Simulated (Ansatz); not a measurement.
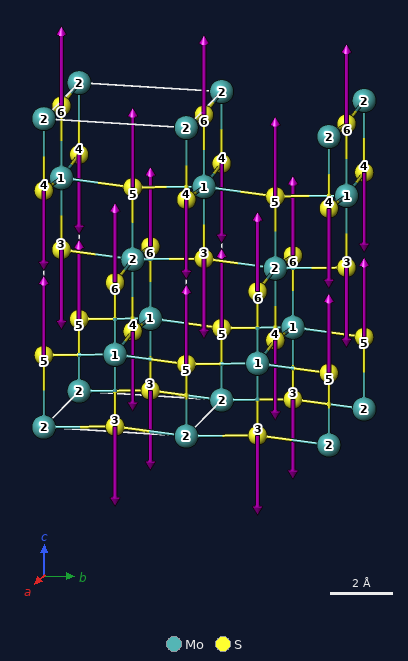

A relaxation of crystalline MoS2 (built on the anatase type). The starting structure is drawn; purple arrows show the displacements (the part carried along by the change of the cell is left out), magnified 10 times.

A ball-and-stick model of the conventional cell (2 times the calculation's cell), repeated 1 × 2 × 1 with one cell outlined, seen slightly off an axis. Lengths and directions refer to the drawn axes.

Level of theory: DFT, r2SCAN, plane waves, PAW (Ansatz).

Input
```yaml
crystal:
  lattice:
    - [-2.3873172742, 2.3873172742, 5.1835064156]
    - [2.3873172742, -2.3873172742, 5.1835064156]
    - [2.3873172742, 2.3873172742, -5.1835064156]
  atoms:
    - { symbol: Mo, position: [0.75, 0.25, 0.5] }
    - { symbol: Mo, position: [0.0, 0.0, 0.0] }
    - { symbol: S, position: [0.516770728, 0.016770728, 0.5] }
    - { symbol: S, position: [0.766770728, 0.766770728, 0.0] }
    - { symbol: S, position: [0.233229272, 0.233229272, 0.0] }
    - { symbol: S, position: [0.983229272, 0.483229272, 0.5] }
kpoints:
  mp_grid: { grid: [8, 8, 8] }
hamiltonian:
  xc: r2scan
scf:
  occupations: { method: fermi_dirac, width: 0.02 }
relax:
  f_tol: 0.005
  cell: {}
```

Command:
```bash
ansatz run input.yaml --threads 2 --pin off --max-ram 29491MiB --backend cpu --events-out ev --progress --plain --runs-dir out
```

### Atoms of which element are displaced furthest, and by how much?

Sulfur: up to 0.27 Å, against 0.00 Å for molybdenum.

### Describe the change and its energy.

The largest moves relative to the cell, 0.27 Å, are those of S3, S4, S5 and S6. S6 goes along +c. Mo stays in place. Cell: a = b 4.775 → 4.767 Å (−0.2 %), c 10.367 → 9.297 Å (−10.3 %). Volume −10.6 %. Some distances before and after: Mo1–S3 2.418 → 2.439 Å, Mo1–S4 2.394 → 2.386 Å. Among the angles between lasting bonds that change: Mo1–S6–Mo2 94.2° → 87.2°, S3–Mo2–S4 94.2° → 87.2°, S3–Mo2–S5 85.8° → 92.8°. The space group stays I4_1/amd (No. 141). Over 6 accepted moves (7 points after the start) the energy falls by 25.0 meV per atom. The largest force component goes from 0.0029 to under 0.0001 eV/Å. Pressure: −1.20 GPa at the start and 0.00 GPa at the end. At 1 point the geometry stayed and the basis and grid were re-selected for the new cell (energy shift of 0.4 meV per atom at most each time).
